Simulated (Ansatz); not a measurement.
# Moving the knobs of a GW run on GaAs (F-43m)

A base run on GaAs (F-43m), then changed inputs.

Main program and level: Ansatz 0.2.0; G0W0 on PBE, plane waves, PAW.

### Step 1. Starting point

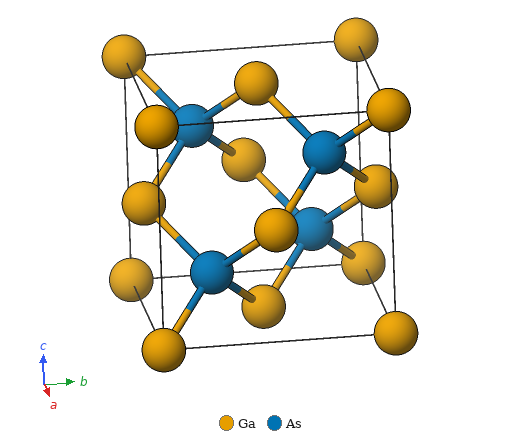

The cell as given, slightly off an axis (gallium orange, arsenic blue). This picture shows the conventional cell, with its axes. Bonds to atoms that aren't drawn are left out. Some periodic images of atoms are drawn too.

The cell and positions come from the Crystallography Open Database and are kept as given unless a step says otherwise. The default PAW set here is soft_2. Its files were made with PBE.

### Step 2. The base run: 4×4×4 mesh, 134 empty bands, screening to 120 eV

G0W0 replaces the xc potential by the self-energy, built once from these orbitals. Only a window of levels is corrected, while the sums run over the empty bands that the input names.

Input file input.yaml:

```yaml
crystal:
  lattice:
    - [0.0, 2.82685, 2.82685]
    - [2.82685, 0.0, 2.82685]
    - [2.82685, 2.82685, 0.0]
  atoms:
    - { symbol: Ga, position: [0.0, 0.0, 0.0] }
    - { symbol: As, position: [0.25, 0.25, 0.25] }
kpoints:
  mp_grid: { grid: [4, 4, 4] }
hamiltonian:
  xc: pbe
scf:
  occupations: { method: fixed }
gw:
  n_empty_bands: 134
  ecut_chi: 120
  qp_bands: [v2, c2]
  qp_kpoints: band_edges
  screening: { model: contour_deformation }
```

Launch:

```sh
> ansatz run input.yaml --threads 2 --pin off --max-ram 92160MiB --backend cuda --events-out ev --progress --plain --runs-dir out --devices 1 --max-vram 13GiB  # rebuilt from the run's record
```

Numbers of over 12 decimals in the logs are rounded to 6 here.

What it wrote:

```text
GPUs: using 1 of 1 available (devices: 1).
Engine: ansatz 0.2.0, x86_64-unknown-linux-gnu
Pseudopotentials: kind: paw
Pseudopotential: Ga, paw, valence charge 13, recommended cutoff 420 eV (normal), Ga.paw.azcp
Pseudopotential: As, paw, valence charge 15, recommended cutoff 420 eV (normal), As.paw.azcp
Functional definition: PBE
  parameter kappa = 0.804
  parameter beta = 0.066725
  exchange = pbe_x(kappa = kappa, mu = beta*pi^2/3)
  correlation = pbe_c(beta = beta)
device memory: the entry about to start is reckoned to put 0.6 GiB on a device that reports 56.7 GiB free (of which the cap on the GPU budget leaves the run 13.0 GiB)
GPU FFT provider: cuFFT
GPU libraries: cuBLAS 13.8.2, cuFFT 12.4.0, cuSOLVER 12.3.4
Crystal: 2 atoms, lattice volume = 45.179 Å³
Basis set: ecut = 420 eV, 893 PW (Γ)
Bands: 18, of which v1, the nominal top of the filled ones, is band 14 counted from 1 (13 counted from 0)
Symmetry: 24 space group operations
Space group: F-43m (ITA 216), of the structure as read, at distance tolerance 3.6e-5 Å
k-points: 8 of 64 (time reversal used)
Non-local potential: Ga, projectors of the file, l = 0: 2, l = 1: 2, l = 2: 3, l = 3: 1
Non-local potential: As, projectors of the file, l = 0: 2, l = 1: 2, l = 2: 3, l = 3: 1
PAW form: soft (Blöchl's): semilocal exchange-correlation on the pseudo side does not see the compensation charge
PAW one-centre angular grid: Ga, 590 points (default); XC on 64 Gauss nodes
PAW one-centre angular grid: As, 590 points (default); XC on 64 Gauss nodes
Initial density: superposition of atomic densities (neutral atoms: chi_scale 0, normalization atom), corrected by the library's trained network
Initial wavefunctions: pseudopotential atomic-orbital guess
GPU buffer pool allocated for 19683 grid points (all kernels)
GPU transforms: local potential and band sums: pruned to the plane-wave sphere, on 25×27×27
Functional: x = pbe(κ = 0.804, μ = 0.219515), c = pbe(β = 0.066725)
SCF iter   1: F=—  HF=-8639.661340 eV  |F-HF|=—  |Δ(HF+E_count)|=         —  Δρ=1.81e-3  dr2=6.31e-4  ethr=1.77e-3  ⟨swp⟩=4.5  Hψ=594  notcnv=0  defer=9
preconditioner: auto → none  [insulator: Δε(μ)=0.507 eV  Ē_g=15.408 eV  n_scr=14 (ndim 8)  ℏωp=23.4 eV  f_vac=0.086  ε∞_Penn≈3.3]
SCF iter   2: F=—  HF=-8639.660712 eV  |F-HF|=—  |Δ(HF+E_count)|=   6.28e-4  Δρ=5.81e-4  dr2=1.03e-4  ethr=2.25e-6  ⟨swp⟩=2.0  Hψ=340  notcnv=0  defer=12
SCF iter   3: F=—  HF=-8639.660662 eV  |F-HF|=—  |Δ(HF+E_count)|=   5.04e-5  Δρ=3.56e-4  dr2=2.42e-5  ethr=3.69e-7  ⟨swp⟩=2.0  Hψ=272  notcnv=0  defer=12
SCF iter   4: F=—  HF=-8639.660673 eV  |F-HF|=—  |Δ(HF+E_count)|=   1.09e-5  Δρ=1.70e-4  dr2=7.21e-6  ethr=8.63e-8  ⟨swp⟩=2.0  Hψ=238  notcnv=0  defer=2
[...]
E_nonlocal   = -245.306879
  E_hartree    = 1975.243396
  E_xc         = -148.388313
  E_vxc        = -137.433094  (∫ρ·V_xc dr)
  E_paw        = -3825.011395  (= ΣΔE_a)
  E_vpaw       = -180.802444  (= ΣTr[D̂ρ^β])
  E_aug_tail   = -0.000138  (compensation charges beyond the density's cutoff)
  E_ewald      = -2698.727786
  E_smearing   = -0.000000  (= −TS)
  E_closure    = 0.000000  (closes the sum)
  Σ components = -8639.660675   (vs F -8639.660675, Δ=0.00e0)
--- Band table (eV; the first three rows and the last of 8) ---
  k-point 0: bands = [... 10 lower, -4.4994, 8.2309, 8.2309, 8.2309, 8.7354, 11.9362, 11.9362, 11.9362]
  k-point 1: bands = [... 10 lower, -3.8061, 4.0823, 7.5488, 7.5488, 9.6646, 12.8053, 12.8053, 14.1818]
  k-point 2: bands = [... 10 lower, -2.7302, 1.5768, 7.0838, 7.0838, 9.2146, 12.8454, 12.8454, 15.9767]
  k-point 7: bands = [... 10 lower, -1.9285, 1.5788, 4.6874, 4.8765, 12.8403, 12.9425, 13.6167, 14.2623]
--- G₀W₀: contour deformation, 8 samples at zero and on the imaginary axis and 2 off it, 64 q-points, 134 empty bands' worth ---
  eigenvalues of the whole cell's RPA ε∞ on this k-mesh (on a slab, of 1 + 4πα/V) = 142.1682, 142.1682, 142.1682; static W/v taken at q = 0 is 0.007034
  bands read: the sum over 148 bands ends inside a degenerate multiplet in 2 slots, whose members it reads at an even weight; the widest, k=0: bands 148 to 150 (counted from 1) at 1/3 each
  gw.qp_kpoints: band_edges: 5 of 8 stored k-points solved, in 1 pass; an edge of the gap read off the rows below is read off those points alone
    valence top: of the k-points left out ik 5 came nearest to being solved in a further pass, in band 14 (counted from 1, as in the quasiparticle table): it holds the edge there only if its correction is more favourable than any solved in that band by at least 1.226 eV; those differ by 0.091 eV
    conduction bottom: of the k-points left out ik 4 came nearest to being solved in a further pass, in band 15 (counted from 1, as in the quasiparticle table): it holds the edge there only if its correction is more favourable than any solved in that band by at least 1.180 eV; those differ by 0.502 eV
    ik  band        ε_KS         Σx   Σc(E_QP)       V_xc       Z   E_QP_lin       E_QP  E_QP is
     0    13      8.2309   -17.1602     1.3669   -15.3205  0.7575     7.7473     7.7581  root
     0    14      8.2309   -17.1602     1.3669   -15.3205  0.7575     7.7473     7.7581  root
     0    15      8.7354   -11.5540    -4.1160   -15.9900  0.7666     9.0590     9.0553  root
     0    16     11.9362    -7.7259    -4.4179   -12.1783  0.7553    11.9707    11.9707  root
     1    13      7.5488   -16.6116     1.5111   -14.6063  0.7534     7.0407     7.0545  root
     1    14      7.5488   -16.6116     1.5111   -14.6063  0.7534     7.0407     7.0545  root
     1    15      9.6646    -9.5529    -4.0905   -13.7841  0.7655     9.8059     9.8053  root
     1    16     12.8053    -7.7959    -4.6374   -12.4720  0.7510    12.8439    12.8439  root
[...]
6    13      5.5433   -15.7943     2.2206   -13.0105  0.7282     4.9629     4.9800  root
     6    14      5.5433   -15.7943     2.2206   -13.0105  0.7282     4.9629     4.9800  root
     6    15      9.6760    -6.7289    -3.8821   -10.4291  0.7757     9.4951     9.4941  root
     6    16      9.8753    -8.0195    -3.9212   -11.8809  0.7697     9.8155     9.8154  root
[key lines of the parts left out:]
SCF converged after 6 iterations
Free energy (F): -8639.660675 eV
Fermi energy:    8.230875 eV
```

Elapsed: 8.9 s, on 1 × NVIDIA H100 80GB HBM3 (shared by 6 runs) with 2 threads of AMD EPYC 7R13 (Zen 3), shared host; peak memory 1.1 GiB; 8.5 s of CPU time.

In the SCF lines HF is the Harris–Foulkes energy and dr2 the Hartree energy of the density residual, in eV; the loop may stop once dr2 is under the threshold and the program's other checks hold. Hψ counts applications of the Hamiltonian.

Numbers from this step:

* bands summed: 148
* RPA ε∞ on this mesh (eigenvalues): 142.2, 142.2, 142.2
* plane waves in the screening matrix: 137
* q-points in the mesh: 64
* G0W0 gap on the mesh: 1.297 eV
* k of the valence top: 0, 0, 0
* k of the conduction bottom: 0, 0, 0
* starting gap on the mesh: 0.5045 eV
* Z at the valence top: 0.7575
* Z at the conduction bottom: 0.7666
* least direct G0W0 gap on the computed points: 1.297 eV

The gap on the mesh goes from 0.50 eV to 1.30 eV, a correction of +0.79 eV. Between the two edge states, bare exchange in place of the xc potential would open the gap by 6.28 eV, and correlation takes back 5.48 eV.

### Step 3. Variant: other PAW set

Edit input.yaml of step 2 so:

```diff
@@ -12,2 +12,3 @@
   xc: pbe
+  pseudopotentials: { kind: paw, source: jth }
 scf:
@@ -15,4 +16,4 @@
 gw:
-  n_empty_bands: 134
-  ecut_chi: 120
+  n_empty_bands: 102
+  ecut_chi: 100
   qp_bands: [v2, c2]
```

What it wrote:

```text
Warning: <dir> the checks of this Ga dataset prove no rule for summing its radial tables, as where they were carried onto another mesh than they were made on, and Gregory's rule is taken, under which a leading mesh point left out moves its sums only by what lay on the interval it spanned. That does not make them correct, and they differ from Quantum ESPRESSO's on this file; a re-export a fraction of a mesh step off can move them. hamiltonian.pseudopotentials.radial_quadrature: simpson_from_first_knot sums it by `pw.x`'s rule; on a PAW file no value gives `pw.x`'s numbers. What more to know: hamiltonian.pseudopotentials.radial_quadrature, in the input reference
Warning: <dir> the checks of this As dataset prove no rule for summing its radial tables, as where they were carried onto another mesh than they were made on, and Gregory's rule is taken, under which a leading mesh point left out moves its sums only by what lay on the interval it spanned. That does not make them correct, and they differ from Quantum ESPRESSO's on this file; a re-export a fraction of a mesh step off can move them. hamiltonian.pseudopotentials.radial_quadrature: simpson_from_first_knot sums it by `pw.x`'s rule; on a PAW file no value gives `pw.x`'s numbers. What more to know: hamiltonian.pseudopotentials.radial_quadrature, in the input reference
GPUs: using 1 of 1 available (devices: 1).
[...]
GPU FFT provider: cuFFT
GPU libraries: cuBLAS 13.8.2, cuFFT 12.4.0, cuSOLVER 12.3.4
Crystal: 2 atoms, lattice volume = 45.179 Å³
Basis set: ecut = 3600 eV, 22219 PW (Γ)
[...]
NSCF: frozen V_eff on 8 k-points
[...]
G₀W₀ screening: q 1/8
[... further progress lines ...]
[...]
SCF converged after 7 iterations
Free energy (F): -8635.979989 eV
[...]
Internal energy: -8635.979989 eV  (E = F + TS)
E sigma→0 (E₀):  -8635.979989 eV
Fermi energy:    8.651613 eV
[...]
--- Band table (eV; the first three rows and the last of 8) ---
  k-point 0: bands = [... 10 lower, -4.0786, 8.6516, 8.6516, 8.6516, 9.1496, 12.3553, 12.3553, 12.3553]
  k-point 1: bands = [... 10 lower, -3.3855, 4.5032, 7.9696, 7.9696, 10.0813, 13.2238, 13.2238, 14.5991]
  k-point 2: bands = [... 10 lower, -2.3096, 1.9983, 7.5045, 7.5045, 9.6321, 13.2639, 13.2639, 16.3927]
  k-point 7: bands = [... 10 lower, -1.5086, 2.0020, 5.1079, 5.2975, 13.2565, 13.3605, 14.0323, 14.6822]
[...]
0    13      8.6516   -17.1690     1.4532   -15.3288  0.7566     8.2587     8.2646  root
     0    14      8.6516   -17.1690     1.4532   -15.3288  0.7566     8.2587     8.2646  root
     0    15      9.1496   -11.5935    -3.9197   -16.0195  0.7653     9.6676     9.6560  root
     0    16     12.3553    -7.7374    -4.3473   -12.1911  0.7521    12.4620    12.4617  root
     1    13      7.9696   -16.6158     1.5925   -14.6110  0.7523     7.5500     7.5572  root
     1    14      7.9696   -16.6158     1.5925   -14.6110  0.7523     7.5500     7.5572  root
     1    15     10.0813    -9.5789    -3.9570   -13.8076  0.7643    10.3557    10.3530  root
     1    16     13.2238    -7.8027    -4.5673   -12.4792  0.7506    13.3333    13.3330  root
[...]
6    13      5.9637   -15.7830     2.2945   -13.0017  0.7271     5.4623     5.4768  root
     6    14      5.9637   -15.7830     2.2945   -13.0017  0.7271     5.4623     5.4768  root
     6    15     10.0946    -6.7542    -3.8327   -10.4573  0.7744     9.9655     9.9650  root
     6    16     10.2946    -8.0418    -3.8496   -11.9073  0.7685    10.3105    10.3105  root
```

The job ended after 15 s (1 × NVIDIA H100 80GB HBM3 (shared by 6 runs) with 2 threads; peak memory 1.6 GiB; 20 s of CPU time).

The G0W0 gap on the mesh is 1.391 eV.

Against the base:

```csv
setting,base,variant
files,default PAW,JTH PAW
empty bands,134,102
screening cutoff (eV),120,100
```

```csv
quantity,variant,base
starting gap on the mesh,0.498,0.505
G0W0 gap on the mesh,1.391,1.297
least direct G0W0 gap on the computed points,1.391,1.297
Z at the valence top,0.757,0.758
Z at the conduction bottom,0.765,0.767
```

### Step 4. Outcome

```json
{
  "base": "1.30 eV, 8.9 s",
  "other PAW set": "1.39 eV, 15 s"
}
```

**Reading.** Other PAW set: the gap moves by +0.09 eV (the plane-wave cutoff goes from 420 to 3600 eV). The variant differs from the base in files, empty bands and screening cutoff together, so the change can't be laid to one of them. All runs here use a coarse mesh and modest cutoffs; they test settings and are not final values. The 4×4×4 mesh is coarse for this cell (its supercell is 16 Å along the shortest edge). The RPA ε∞ on it, from the PBE start, is 142.17; such meshes misread the long-range screening, most where the gap is narrow. On this mesh the RPA ε∞ passes 90, more than nearly any semiconductor shows; a coarse mesh does this where one point with a narrow direct gap carries much weight. The screening is then too strong, and the G0W0 gap should not be taken as the material's. The many-body steps are scalar-relativistic: spin-orbit coupling is not in them.

[Paths, hosts, dates, memory and timing lines, banners, echoed tables and standing remarks are left out of the program output.]

[Logs are printed without paths, hosts, clocks, repeated set-up lines and the standing remarks that a program may print on its own settings, such as how far it seeks lower states.]

[Runs of the session that timed out or met a known fault of the program may be left out.]

[Cells called generated may have been cut or substituted from an entry of the Crystallography Open Database or the Materials Project.]

[Hosts, paths, dates, database ids (printed as entryN), source tags and the programs' standing remarks are cut or masked in the printed files.]
